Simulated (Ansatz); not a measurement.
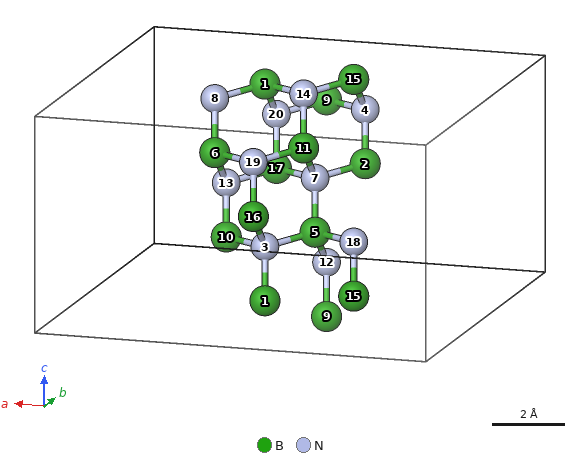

This is the input geometry for a relaxation of a wire of composition BN. Style: ball-and-stick. Shown: the cell of the calculation, with the vacuum cut short, from a free direction.

Case: wire along [1 1 1], 20 atoms a period.

These are results of Ansatz, DFT PBE, scalar-relativistic, plane waves, PAW, not measurements.

Input
```yaml
crystal:
  lattice:
    - [13.4, 0.0, 0.0]
    - [0.0, 11.9, 0.0]
    - [0.0, 0.0, 6.2781594086]
  atoms:
    - { symbol: B, position: [0.555215536, 0.5, 0.0], spin: 0.3 }
    - { symbol: B, position: [0.3343533921, 0.5, 0.6666666667], spin: 0.3 }
    - { symbol: "N", position: [0.555215536, 0.5, 0.25], spin: 0.3 }
    - { symbol: "N", position: [0.3343533921, 0.5, 0.9166666667], spin: 0.3 }
    - { symbol: B, position: [0.444784464, 0.5, 0.3333333333], spin: 0.3 }
    - { symbol: B, position: [0.6656466079, 0.5, 0.6666666667], spin: 0.3 }
    - { symbol: "N", position: [0.444784464, 0.5, 0.5833333333], spin: 0.3 }
    - { symbol: "N", position: [0.6656466079, 0.5, 0.9166666667], spin: 0.3 }
    - { symbol: B, position: [0.3895689281, 0.392308914, 0.0], spin: 0.3 }
    - { symbol: B, position: [0.6104310719, 0.392308914, 0.3333333333], spin: 0.3 }
    - { symbol: B, position: [0.5, 0.607691086, 0.6666666667], spin: 0.3 }
    - { symbol: "N", position: [0.3895689281, 0.392308914, 0.25], spin: 0.3 }
    - { symbol: "N", position: [0.6104310719, 0.392308914, 0.5833333333], spin: 0.3 }
    - { symbol: "N", position: [0.5, 0.607691086, 0.9166666667], spin: 0.3 }
    - { symbol: B, position: [0.3895689281, 0.607691086, 0.0], spin: 0.3 }
    - { symbol: B, position: [0.6104310719, 0.607691086, 0.3333333333], spin: 0.3 }
    - { symbol: B, position: [0.5, 0.392308914, 0.6666666667], spin: 0.3 }
    - { symbol: "N", position: [0.3895689281, 0.607691086, 0.25], spin: 0.3 }
    - { symbol: "N", position: [0.6104310719, 0.607691086, 0.5833333333], spin: 0.3 }
    - { symbol: "N", position: [0.5, 0.392308914, 0.9166666667], spin: 0.3 }
basis:
  ecutwfc: 420
kpoints:
  mp_grid: { grid: [1, 1, 6] }
hamiltonian:
  xc: pbe
scf:
  occupations: { method: gaussian, width: 0.05 }
  lower_state_search: "off"
output:
  forces: true
  stress: true
  eigenvalues: true
  populations: true
  write_density: true
  write_potential: true
  elf: true
  volumetric_format: npy
magnetization:
  spin_polarized: true
relax:
  adjacent_minimum: "off"
  f_tol: 0.02
  max_steps: 45
  cell: { fix: [a, b, alpha, beta, gamma], stress_tol: 0.03 }
```

Launched with:
```bash
ansatz run input.yaml --threads 4 --pin off --max-ram 11264MiB --backend cpu --events-out ev --progress --plain --runs-dir out
```

Question: What does the optimiser find from here?

Answer: N7 moves most relative to the centre of the atoms: 1.44 Å. Largest moves by element: N 1.44 Å, B 1.23 Å. Along the periodic axis the drawn cell goes c 6.278 → 6.334 Å (+0.9 %). Near-neighbour distances that change, for instance: B1–N14 1.570 → 3.270 Å, B10–N12 3.005 → 1.451 Å, N3–B5 1.570 → 2.920 Å, B10–B16 2.563 → 2.187 Å. New bonds form, among them: B10–N12 (3.01 → 1.45 Å), B16–N18 (3.01 → 1.45 Å). Bonds break, among them: B1–N14 (1.57 → 3.27 Å), B1–N20 (1.57 → 3.27 Å), N3–B5 (1.57 → 2.92 Å), N7–B11 (1.57 → 3.27 Å). Bond angles that change, for instance: N3–B1–N8 109.5° → 175.5°, N4–B2–N7 109.5° → 173.1°, N13–B17–N20 109.5° → 166.9°. Over 17 accepted moves (18 points after the start) the energy falls by 19.326 eV per cell of the calculation. The largest force component goes from 4.6 to 0.012 eV/Å. The SCF was repeated once at an unchanged geometry on a basis and grid sized afresh for the cell, which shifted the energy by 5.5 meV per cell of the calculation at most. The program noted that the starting moments weren't kept. Cost: 4.4 min on 4 threads of Intel(R) Xeon(R) 6975P-C (Granite Rapids) (shared host), peak memory 1.9 GiB.

After the run, drawn alike:

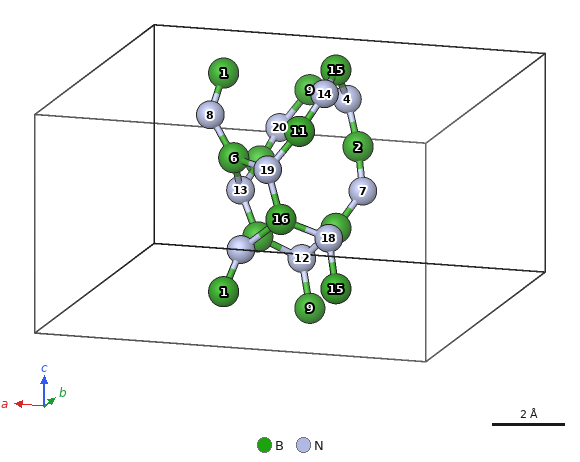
